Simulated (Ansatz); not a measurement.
# Ga2As: from a guess to a relaxed structure, part 2 of 2

Where does this trial cell of Ga2As go when cell and atoms are let free?

Ansatz 0.2.0; DFT PBE, scalar-relativistic, plane waves, PAW. The steps go on from the part before.

### Step 4. Full relaxation

The end of the coarse run is made exact in the group found at a tolerance of 0.06 Å and reduced to its primitive cell.

Contents of input.yaml:

```yaml
crystal:
  lattice:
    - [5.7193895639, 0.0, 0.0]
    - [0.0, 5.7193895639, 0.0]
    - [0.0, 0.0, 5.7193895639]
  atoms:
    - { symbol: Ga, position: [0.25, 0.25, 0.25] }
    - { symbol: Ga, position: [0.25, 0.75, 0.75] }
    - { symbol: Ga, position: [0.75, 0.75, 0.25] }
    - { symbol: Ga, position: [0.75, 0.25, 0.75] }
    - { symbol: As, position: [0.0, 0.0, 0.0] }
    - { symbol: As, position: [0.5, 0.5, 0.5] }
basis:
  ecutwfc: 420
kpoints:
  mp_grid: { grid: [8, 8, 8] }
hamiltonian:
  xc: pbe
scf:
  occupations: { method: gaussian, width: 0.1 }
output:
  forces: true
  stress: true
  eigenvalues: true
  write_density: true
  write_potential: true
  elf: true
  volumetric_format: npy
relax:
  adjacent_minimum: "off"
  f_tol: 0.01
  max_steps: 80
  cell: { stress_tol: 0.05 }
```

The run is started by

```sh
> ansatz run input.yaml --threads 1 --pin off --max-ram 2560MiB --backend cpu --events-out ev --progress --plain --runs-dir out
```

Output:

```text
Warning: RAYON_NUM_THREADS=1 ignored (pool sized by the plan → 1); use --threads N
Engine: ansatz 0.2.0, x86_64-unknown-linux-gnu
Pseudopotentials: kind: paw
Pseudopotential: Ga, paw, valence charge 13, recommended cutoff 420 eV (normal), Ga.paw.azcp
Pseudopotential: As, paw, valence charge 15, recommended cutoff 420 eV (normal), As.paw.azcp
Functional definition: PBE
  parameter kappa = 0.804
  parameter beta = 0.06672455060314922
  exchange = pbe_x(kappa = kappa, mu = beta*pi^2/3)
  correlation = pbe_c(beta = beta)
Crystal: 6 atoms, lattice volume = 187.089 Å³
Basis set: ecut = 420 eV, 3743 PW (Γ), exchange–correlation on 80×80×80 points (8 copies of the dense FFT grid, shifted against one another)
Bands: 50, of which v1, the nominal top of the filled ones, is band 41 counted from 1 (40 counted from 0)
Symmetry: 48 space group operations
Space group: Pn-3m (ITA 224), of the structure as read, at distance tolerance 5.7e-5 Å
k-points: 35 of 512
Non-local potential: Ga, projectors of the file, l = 0: 2, l = 1: 2, l = 2: 3, l = 3: 1
Non-local potential: As, projectors of the file, l = 0: 2, l = 1: 2, l = 2: 3, l = 3: 1
PAW form: soft (Blöchl's): semilocal exchange-correlation on the pseudo side does not see the compensation charge
PAW one-centre angular grid: Ga, 590 points (default); XC on 64 Gauss nodes
PAW one-centre angular grid: As, 590 points (default); XC on 64 Gauss nodes
Initial density: superposition of atomic densities (neutral atoms: chi_scale 0, normalization atom), corrected by the library's trained network
Initial wavefunctions: pseudopotential atomic-orbital guess
Functional: x = pbe(κ = 0.804, μ = 0.2195149727645171), c = pbe(β = 0.06672455060314922)
SCF iter   1: F=—  HF=-24840.762275 eV  |F-HF|=—  |Δ(HF+E_count)|=         —  Δρ=2.29e-3  dr2=7.59e-3  ethr=1.77e-3  ⟨swp⟩=6.6  Hψ=6483  notcnv=0
preconditioner: auto → LDOS  [metal: Δε(μ)=0.012 eV  Ē_g=13.837 eV  σ=0.100 eV  W_gap=0.07  n_scr=32 (ndim 8)  ℏωp=21.4 eV  f_vac=0.020  D(μ)=4.21/eV (n_scr^D=26)  β→1.0]
SCF iter   2: F=—  HF=-24840.760561 eV  |F-HF|=—  |Δ(HF+E_count)|=   1.71e-3  Δρ=3.96e-4  dr2=3.15e-4  ethr=9.26e-6  ⟨swp⟩=2.7  Hψ=3050  notcnv=0
SCF iter   3: F=—  HF=-24840.760759 eV  |F-HF|=—  |Δ(HF+E_count)|=   1.99e-4  Δρ=3.33e-4  dr2=1.28e-4  ethr=3.85e-7  ⟨swp⟩=2.0  Hψ=2747  notcnv=0
SCF iter   4: F=—  HF=-24840.760643 eV  |F-HF|=—  |Δ(HF+E_count)|=   1.17e-4  Δρ=6.99e-5  dr2=7.20e-6  ethr=1.56e-7  ⟨swp⟩=2.0  Hψ=2744  notcnv=0
SCF iter   5: F=—  HF=-24840.760647 eV  |F-HF|=—  |Δ(HF+E_count)|=   4.33e-6  Δρ=2.43e-5  dr2=1.07e-6  ethr=8.78e-9  ⟨swp⟩=2.0  Hψ=3075  notcnv=0
SCF iter   6: F=—  HF=-24840.760647 eV  |F-HF|=—  |Δ(HF+E_count)|=   4.98e-8  Δρ=5.27e-6  dr2=4.55e-8  ethr=1.22e-10  ⟨swp⟩=10.4  Hψ=12193  notcnv=0
SCF iter   7: F=-24840.760647 eV  HF=-24840.760647 eV  |F-HF|=3.35e-9  |Δ(HF+E_count)|=   2.12e-8  Δρ=1.47e-6  dr2=4.19e-9  ethr=5.54e-11  ⟨swp⟩=7.0  Hψ=10453  notcnv=0
SCF 1 converged in 7 iterations: F = -24840.760647 eV  dr2 = 4.19e-9
relax step   1: F+E_penalty+E_count = -24840.76064700 eV  Δ(F+E_penalty+E_count) = +0.000e0 eV  max|allowed force component| = 1.948e-20 eV/Å  Δτ_max = 0.0000 Å  P = +0.304 GPa  Ω = 187.089 Å³  (7 SCF iters, dr2 threshold 1.00e-7 eV, accepted)
Crystal: 6 atoms, lattice volume = 188.514 Å³
Initial density: handed on by an earlier stage of this run
Initial wavefunctions: those handed on with the density
iter 1 solved again at ethr=7.47e-8 eV; its pass at ethr=3.10e-3 eV (dr2=6.13e-5 eV) is discarded
SCF iter   1: F=—  HF=-24840.762475 eV  |F-HF|=—  |Δ(HF+E_count)|=         —  Δρ=2.21e-4  dr2=6.66e-5  ethr=7.47e-8  ⟨swp⟩=3.1  Hψ=7950  notcnv=0
preconditioner: auto → LDOS  [metal: Δε(μ)=0.016 eV  Ē_g=13.812 eV  σ=0.100 eV  W_gap=0.09  n_scr=32 (ndim 8)  ℏωp=21.3 eV  f_vac=0.012  D(μ)=4.19/eV (n_scr^D=26)  β→1.0]
SCF iter   2: F=—  HF=-24840.762486 eV  |F-HF|=—  |Δ(HF+E_count)|=   1.05e-5  Δρ=4.85e-5  dr2=3.37e-6  ethr=7.47e-8  ⟨swp⟩=2.9  Hψ=3258  notcnv=0
SCF iter   3: F=—  HF=-24840.762489 eV  |F-HF|=—  |Δ(HF+E_count)|=   3.04e-6  Δρ=4.80e-5  dr2=2.95e-6  ethr=2.81e-10  ⟨swp⟩=10.9  Hψ=15654  notcnv=0
SCF iter   4: F=-24840.762486 eV  HF=-24840.762486 eV  |F-HF|=1.08e-7  |Δ(HF+E_count)|=   2.96e-6  Δρ=1.05e-5  dr2=1.96e-7  ethr=2.81e-10  ⟨swp⟩=6.4  Hψ=11855  notcnv=0
SCF 2 converged in 4 iterations: F = -24840.762486 eV  dr2 = 1.96e-7
relax step   2: F+E_penalty+E_count = -24840.76248570 eV  Δ(F+E_penalty+E_count) = -1.839e-3 eV  max|allowed force component| = 3.512e-18 eV/Å  Δτ_max = 0.0000 Å  P = +0.156 GPa  Ω = 188.514 Å³  energy of the carried Pulay correction = -1.999e-4 eV  (4 SCF iters, dr2 threshold 2.30e-7 eV, accepted)
Crystal: 6 atoms, lattice volume = 190.034 Å³
iter 1 solved again at ethr=8.62e-8 eV; its pass at ethr=3.10e-3 eV (dr2=7.07e-5 eV) is discarded
SCF iter   1: F=—  HF=-24840.763016 eV  |F-HF|=—  |Δ(HF+E_count)|=         —  Δρ=2.37e-4  dr2=7.85e-5  ethr=8.62e-8  ⟨swp⟩=3.2  Hψ=8161  notcnv=0
preconditioner: auto → LDOS  [metal: Δε(μ)=0.010 eV  Ē_g=13.789 eV  σ=0.100 eV  W_gap=0.06  n_scr=32 (ndim 8)  ℏωp=21.2 eV  f_vac=0.013  D(μ)=4.17/eV (n_scr^D=26)  β→1.0]
SCF iter   2: F=—  HF=-24840.763029 eV  |F-HF|=—  |Δ(HF+E_count)|=   1.27e-5  Δρ=4.27e-5  dr2=3.46e-6  ethr=8.62e-8  ⟨swp⟩=2.5  Hψ=2709  notcnv=0
SCF iter   3: F=—  HF=-24840.763028 eV  |F-HF|=—  |Δ(HF+E_count)|=   4.96e-7  Δρ=3.49e-5  dr2=1.86e-6  ethr=4.21e-9  ⟨swp⟩=2.0  Hψ=3187  notcnv=0
SCF iter   4: F=—  HF=-24840.763027 eV  |F-HF|=—  |Δ(HF+E_count)|=   1.49e-6  Δρ=1.53e-5  dr2=3.04e-7  ethr=2.27e-9  ⟨swp⟩=2.0  Hψ=3185  notcnv=0
SCF iter   5: F=-24840.763027 eV  HF=-24840.763027 eV  |F-HF|=4.23e-8  |Δ(HF+E_count)|=   5.76e-8  Δρ=2.54e-6  dr2=1.39e-8  ethr=7.37e-11  ⟨swp⟩=8.5  Hψ=11067  notcnv=0
SCF 3 converged in 5 iterations: F = -24840.763027 eV  dr2 = 1.39e-8
relax step   3: F+E_penalty+E_count = -24840.76302650 eV  Δ(F+E_penalty+E_count) = -5.408e-4 eV  max|allowed force component| = 6.433e-18 eV/Å  Δτ_max = 0.0000 Å  P = +0.004 GPa  Ω = 190.034 Å³  energy of the carried Pulay correction = -4.114e-4 eV  (5 SCF iters, dr2 threshold 6.05e-8 eV, accepted)
Initial wavefunctions: pseudopotential atomic-orbital guess (no wavefunctions were taken with the density)
iter 1 solved again at ethr=6.37e-8 eV; its pass at ethr=3.10e-3 eV (dr2=5.23e-5 eV) is discarded
SCF iter   1: F=—  HF=-24840.763441 eV  |F-HF|=—  |Δ(HF+E_count)|=         —  Δρ=1.28e-5  dr2=8.39e-8  ethr=6.37e-8  ⟨swp⟩=3.0  Hψ=11018  notcnv=0
preconditioner: auto → LDOS  [metal: Δε(μ)=0.011 eV  Ē_g=13.788 eV  σ=0.100 eV  W_gap=0.06  n_scr=32 (ndim 8)  ℏωp=21.2 eV  f_vac=0.013  D(μ)=4.17/eV (n_scr^D=26)  β→1.0]
SCF iter   2: F=—  HF=-24840.763440 eV  |F-HF|=—  |Δ(HF+E_count)|=   6.06e-7  Δρ=1.32e-5  dr2=1.85e-7  ethr=1.02e-10  ⟨swp⟩=2.7  Hψ=3951  notcnv=0
SCF iter   3: F=—  HF=-24840.763440 eV  |F-HF|=—  |Δ(HF+E_count)|=   2.95e-7  Δρ=4.50e-6  dr2=2.17e-8  ethr=1.02e-10  ⟨swp⟩=2.0  Hψ=3221  notcnv=0
SCF iter   4: F=—  HF=-24840.763440 eV  |F-HF|=—  |Δ(HF+E_count)|=   2.17e-8  Δρ=5.57e-7  dr2=5.48e-10  ethr=2.65e-11  ⟨swp⟩=2.0  Hψ=2834  notcnv=0
SCF iter   5: F=—  HF=-24840.763440 eV  |F-HF|=—  |Δ(HF+E_count)|=  3.20e-10  Δρ=2.19e-7  dr2=8.37e-11  ethr=1.00e-12  ⟨swp⟩=2.0  Hψ=3186  notcnv=0
SCF iter   6: F=-24840.763440 eV  HF=-24840.763440 eV  |F-HF|=7.28e-12  |Δ(HF+E_count)|=  1.71e-10  Δρ=3.83e-8  dr2=4.91e-12  ethr=1.00e-12  ⟨swp⟩=6.0  Hψ=7808  notcnv=0
SCF 4 converged in 6 iterations: F = -24840.763440 eV  dr2 = 4.91e-12
relax step   4: F+E_penalty+E_count = -24840.76343966 eV  Δ(F+E_penalty+E_count) = -4.132e-4 eV  max|allowed force component| = 6.433e-18 eV/Å  Δτ_max = 0.0000 Å  P = +0.003 GPa  Ω = 190.034 Å³  stress off target by 3.04e-3 GPa  SCF on the basis re-selected at this cell (its energy is not comparable with the rows above)  (6 SCF iters)
basis re-selected at this cell: Δ(F+E_penalty+E_count) = -4.132e-4 eV, ΔP = -0.001 GPa vs the last step (what re-selecting the basis moved, of the pressure what is left beyond the Pulay correction that the steps carried, after the strain that the cell walked since its last selection, with what the two solves' SCF thresholds leave and, on support functions, any second-order correction that the steps lacked; it is no measure of the basis error at this ecutwfc). This SCF's stress stands 3.04e-3 GPa from its target on what of the cell is left free (relax.cell.stress_tol is 5.00e-2 GPa) and its largest allowed force component is 6.43e-18 eV/Å (relax.f_tol is 1.00e-2 eV/Å): within both
SCF converged after 6 iterations
Free energy (F): -24840.763440 eV
Harris-Foulkes:  -24840.763440 eV  (|F-HF|=7.28e-12)
Internal energy: -24840.742598 eV  (E = F + TS)
E sigma→0 (E₀):  -24840.753019 eV
Entropy (-TS):   -0.020841 eV (-3.474 meV/atom)
Fermi energy:    4.961055 eV
--- Per-component energies (eV) ---
  E_band       = -1036.744292
  E_kinetic    = 656.667961
  E_local      = -13672.444843  (includes V_loc(G=0)·N_el)
  E_nonlocal   = 344.952327
  E_hartree    = 6583.907790
  E_xc         = -430.415712
  E_vxc        = -382.837081  (∫ρ·V_xc dr)
  E_paw        = -11607.869015  (= ΣΔE_a)
  E_vpaw       = -1150.897722  (= ΣTr[D̂ρ^β])
  E_aug_tail   = -0.000425  (compensation charges beyond the density's cutoff)
  E_ewald      = -6715.540681
  E_smearing   = -0.020841  (= −TS)
  E_closure    = -0.000000  (closes the sum)
  Σ components = -24840.763440   (vs F -24840.763440, Δ=0.00e0)
--- Forces (eV/Å), atoms counted from 1 ---
  atom   1  Ga    -0.00000000    -0.00000000     0.00000000
  atom   2  Ga     0.00000000    -0.00000000     0.00000000
  atom   3  Ga     0.00000000     0.00000000     0.00000000
  atom   4  Ga     0.00000000    -0.00000000     0.00000000
  atom   5  As    -0.00000000    -0.00000000    -0.00000000
  atom   6  As     0.00000000     0.00000000     0.00000000
  max |Σ_I F_I| component: 1.34e-28 eV/Å
--- Stress (GPa, compression-positive) ---
        0.003040      -0.000000       0.000000
       -0.000000       0.003040       0.000000
        0.000000       0.000000       0.003040
  P = ⅓ Tr σ = 0.0030 GPa (0.030 kbar)
--- Band table (eV; the first three rows and the last of 35) ---
  k-point 0: bands = ["-31.1935", "-31.1935", "-31.1935", "-31.1929", "-31.1929", "-31.1929", "-31.1851", "-31.1851", "-31.1850", "-31.1850", "-10.4909", "-10.2854", "-10.2854", "-10.2854", "-10.2549", "-10.2549", "-10.2477", "-10.2477", "-10.2477", "-10.2328", "-10.2328", "-10.2328", "-10.2204", "-10.2204", "-10.2204", "-10.2193", "-10.2193", "-10.2033", "-10.2033", "-10.2033", "-6.9142", "-6.5033", "-1.1531", "-1.1531", "-1.1531", "1.3338", "1.6594", "1.6594", "1.6594", "3.8693", "3.8693", "6.1746", "6.1746", "6.1746", "7.1619", "7.1619", "7.1619", "8.6093", "8.6093", "8.6093"]
  k-point 1: bands = ["-31.1935", "-31.1935", "-31.1935", "-31.1929", "-31.1929", "-31.1929", "-31.1851", "-31.1851", "-31.1850", "-31.1850", "-10.4831", "-10.2927", "-10.2847", "-10.2847", "-10.2545", "-10.2540", "-10.2476", "-10.2472", "-10.2472", "-10.2335", "-10.2332", "-10.2332", "-10.2217", "-10.2206", "-10.2206", "-10.2197", "-10.2188", "-10.2041", "-10.2040", "-10.2040", "-6.8958", "-6.5142", "-1.1560", "-1.1391", "-1.1391", "0.7332", "1.6392", "1.6392", "2.3304", "3.9385", "4.0352", "5.9570", "5.9570", "6.1360", "6.8401", "7.3797", "7.3797", "8.2813", "8.5173", "8.5173"]
  k-point 2: bands = ["-31.1935", "-31.1935", "-31.1934", "-31.1930", "-31.1929", "-31.1929", "-31.1851", "-31.1851", "-31.1851", "-31.1850", "-10.4609", "-10.3142", "-10.2827", "-10.2827", "-10.2533", "-10.2514", "-10.2477", "-10.2460", "-10.2460", "-10.2357", "-10.2342", "-10.2342", "-10.2238", "-10.2210", "-10.2210", "-10.2208", "-10.2173", "-10.2061", "-10.2056", "-10.2056", "-6.8438", "-6.5480", "-1.1358", "-1.1041", "-1.1041", "0.0946", "1.5873", "1.5873", "3.1753", "4.1450", "4.4915", "5.6803", "5.6803", "5.9569", "6.1962", "7.2998", "7.2998", "7.5774", "8.9270", "8.9270"]
  k-point 34: bands = ["-31.1935", "-31.1935", "-31.1935", "-31.1929", "-31.1929", "-31.1929", "-31.1851", "-31.1851", "-31.1850", "-31.1850", "-10.4889", "-10.2862", "-10.2862", "-10.2862", "-10.2482", "-10.2482", "-10.2482", "-10.2445", "-10.2445", "-10.2445", "-10.2346", "-10.2346", "-10.2226", "-10.2226", "-10.2189", "-10.2189", "-10.2189", "-10.2041", "-10.2041", "-10.2041", "-6.5886", "-6.5768", "-1.5446", "-1.5446", "-1.5446", "0.8799", "0.8799", "0.8799", "3.3013", "5.4174", "5.4174", "5.4174", "6.3057", "6.3057", "6.3057", "8.0612", "8.0612", "8.7610", "8.7610", "8.7610"]
--- Relaxed structure (3 steps of the walk, 3 accepted, 1 SCFs on fresh bases) ---
  F+E_penalty+E_count = -24840.76343966 eV   max|allowed force component| = 6.433e-18 eV/Å   (the final SCF, on the basis selected at the relaxed cell)
  cell:  # Å, volume = 190.0344 Å³
    - [5.749243543762831, 1.7975346147614202e-33, 3.209883240645393e-34]
    - [8.9876730738071e-34, 5.749243543762831, 4.49383653690355e-34]
    - [3.209883240645393e-34, 4.49383653690355e-34, 5.749243543762831]
  atoms:
    - { symbol: Ga, position: [0.25, 0.25, 0.25] }
    - { symbol: Ga, position: [0.25, 0.7499999999999999, 0.7499999999999999] }
    - { symbol: Ga, position: [0.7499999999999999, 0.7499999999999999, 0.25] }
    - { symbol: Ga, position: [0.7499999999999999, 0.25, 0.7499999999999999] }
    - { symbol: As, position: [1.0055340245497715e-35, -4.676902439766362e-37, -8.6522695135678e-36] }
    - { symbol: As, position: [0.5, 0.5, 0.5] }
```

Wall time 29 s (1 thread of AMD EPYC 9R45 (Zen 5), shared host); peak memory 0.64 GiB.

Step by step:

| step | E - E(step 1) (eV/cell) | largest force component (eV/Å) | pressure (GPa) | volume (Å³) |
| --- | --- | --- | --- | --- |
| 1 | 0.0000 | 0.0000 | 0.30 | 187.09 |
| 2 | -0.0018 | 0.0000 | 0.16 | 188.51 |
| 3 | -0.0024 | 0.0000 | 0.00 | 190.03 |
| 4 | -0.0028 | 0.0000 | 0.00 | 190.03 |

Step 1 is the start. Step 4 repeats the geometry before it on a plane-wave basis chosen anew for that cell, so its energy need not be comparable with the rows above.

|  | before | after | change |
| --- | --- | --- | --- |
| a (Å) | 5.719 | 5.749 | +0.5 % |
| b (Å) | 5.719 | 5.749 | +0.5 % |
| c (Å) | 5.719 | 5.749 | +0.5 % |
| volume (Å³/atom) | 31.18 | 31.67 | +1.6 % |
| shortest distance (Å) | 2.477 | 2.489 | +0.5 % |
| space group (0.01 Å) | Pn-3m | Pn-3m | same |

Forces and stress were held to the start's 48 operations: a distortion of lower symmetry was not tested.

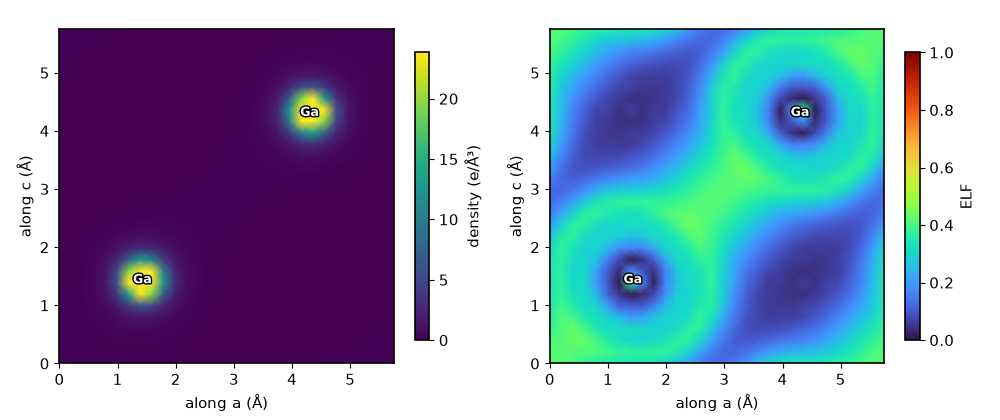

Density (left) and ELF (right) in a lattice plane of the grid's cell (edges 5.75 and 5.75 Å, at 0.250 of the third edge), which holds Ga. Only atoms in the plane are labelled; the density scale stops at 23.83 e/Å³. Both are smooth fields of the valence electrons: close to the nuclei they are not physical.

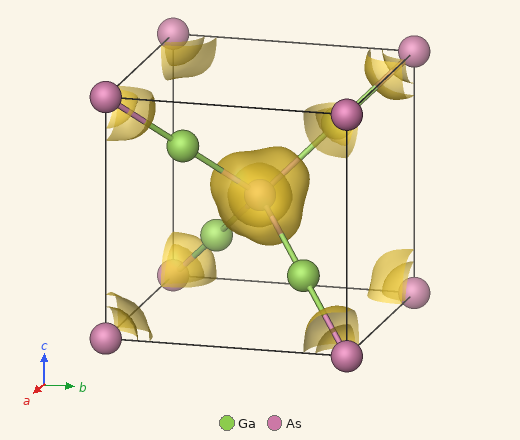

Surface of ELF = 0.62, drawn in one cell.

The highest ELF values outside the cores: 0.68 in the shell around As, 1.0 Å from As.

### Step 5. Variant: mp_grid.grid [10, 10, 10], mp_grid.shift [0.5, 0.5, 0.5], n_extra_bands 4

Contents of input.yaml:

```yaml
crystal:
  lattice:
    - [5.7492435438, 0.0, 0.0]
    - [0.0, 5.7492435438, 0.0]
    - [0.0, 0.0, 5.7492435438]
  atoms:
    - { symbol: Ga, position: [0.25, 0.25, 0.25] }
    - { symbol: Ga, position: [0.25, 0.75, 0.75] }
    - { symbol: Ga, position: [0.75, 0.75, 0.25] }
    - { symbol: Ga, position: [0.75, 0.25, 0.75] }
    - { symbol: As, position: [0.0, 0.0, 0.0] }
    - { symbol: As, position: [0.5, 0.5, 0.5] }
basis:
  ecutwfc: 420
kpoints:
  mp_grid: { grid: [10, 10, 10], shift: [0.5, 0.5, 0.5] }
hamiltonian:
  xc: pbe
scf:
  occupations: { method: gaussian, width: 0.1 }
  n_extra_bands: 4
output:
  forces: true
  eigenvalues: true
  stress: true
```

The run is started by

```sh
> ansatz run input.yaml --threads 1 --pin off --max-ram 2560MiB --backend cpu --events-out ev --progress --plain --runs-dir out
```

Output (excerpt; [...] marks lines left out):

```text
Warning: RAYON_NUM_THREADS=1 ignored (pool sized by the plan → 1); use --threads N
scf.n_extra_bands = 4 over 41 filled bands (N_el = 82.0): the run solves 45 bands
[...]
[... 4 set-up lines as earlier in the session ...]
[...]
Crystal: 6 atoms, lattice volume = 190.034 Å³
Basis set: ecut = 420 eV, 3743 PW (Γ), exchange–correlation on 80×80×80 points (8 copies of the dense FFT grid, shifted against one another)
Bands: 45, of which v1, the nominal top of the filled ones, is band 41 counted from 1 (40 counted from 0)
[... 2 set-up lines as earlier in the session ...]
k-points: 35 of 1000
[...]
SCF iter   1: F=—  HF=-24840.758765 eV  |F-HF|=—  |Δ(HF+E_count)|=         —  Δρ=2.21e-3  dr2=7.16e-3  ethr=1.77e-3  ⟨swp⟩=6.0  Hψ=5677  notcnv=0
[...]
SCF iter   7: F=-24840.757020 eV  HF=-24840.757020 eV  |F-HF|=1.31e-8  |Δ(HF+E_count)|=   1.46e-7  Δρ=2.12e-6  dr2=8.29e-9  ethr=1.22e-10  ⟨swp⟩=4.2  Hψ=6039  notcnv=0
[...]
SCF converged after 7 iterations
Free energy (F): -24840.757020 eV
[...]
E sigma→0 (E₀):  -24840.743826 eV
Entropy (-TS):   -0.026388 eV (-4.398 meV/atom)
Fermi energy:    4.953472 eV
[...]
--- Forces (eV/Å), atoms counted from 1 ---
  atom   1  Ga     0.00000000    -0.00000000     0.00000000
  atom   2  Ga     0.00000000    -0.00000000    -0.00000000
  atom   3  Ga     0.00000000    -0.00000000    -0.00000000
  atom   4  Ga     0.00000000    -0.00000000     0.00000000
  atom   5  As     0.00000000     0.00000000    -0.00000000
  atom   6  As     0.00000000     0.00000000     0.00000000
[...]
--- Stress (GPa, compression-positive) ---
       -0.049961      -0.000000       0.000000
        0.000000      -0.049961       0.000000
        0.000000       0.000000      -0.049961
  P = ⅓ Tr σ = -0.0500 GPa (-0.500 kbar)
--- Band table (eV; the first three rows and the last of 35) ---
[...]
```

Wall time 6 s (1 thread of AMD EPYC 9R45 (Zen 5), shared host); peak memory 0.6 GiB.

| run | ending | energy change | pressure (GPa) | gap (eV) | force (eV/Å) | cycles | time |
| --- | --- | --- | --- | --- | --- | --- | --- |
| step 4 | converged | 0 | 0.0 | 0.00 | 0.00 | - | 29 s |
| variant | converged | +1.1 meV/atom | 0.0 | 0.00 | 0.00 | 7 | 6 s |

Changing the k-point mesh and band count moves the energy by +1.1 meV/atom. The energy is not variational in the mesh, so the sign tells nothing. Of the settings changed, the mesh is the one that moves energies this far.

### Step 6. Outcome

The summary covers parts 1 to 2. Changes of volume or cell count from the first structure of part 1.

```
                              quantity                                                                      value
symmetry at the end (tolerance 0.05 Å)                                                space group Pn-3m (No. 224)
                     conventional cell  a = 5.749 Å, b = 5.749 Å, c = 5.749 Å, α = 90.00°, β = 90.00°, γ = 90.00°
                                volume                                                              31.67 Å³/atom
              energy over the elements                                                              +0.60 eV/atom
                       gap on the mesh                                                               none (metal)
```

**Reading.** The space group Pn-3m (No. 224) is kept, and the volume per atom grows by 57.3 % from the first guess. With a positive formation energy it can't be a ground state. No finished test with a distortion of lower symmetry is shown, so the end may be a saddle point.
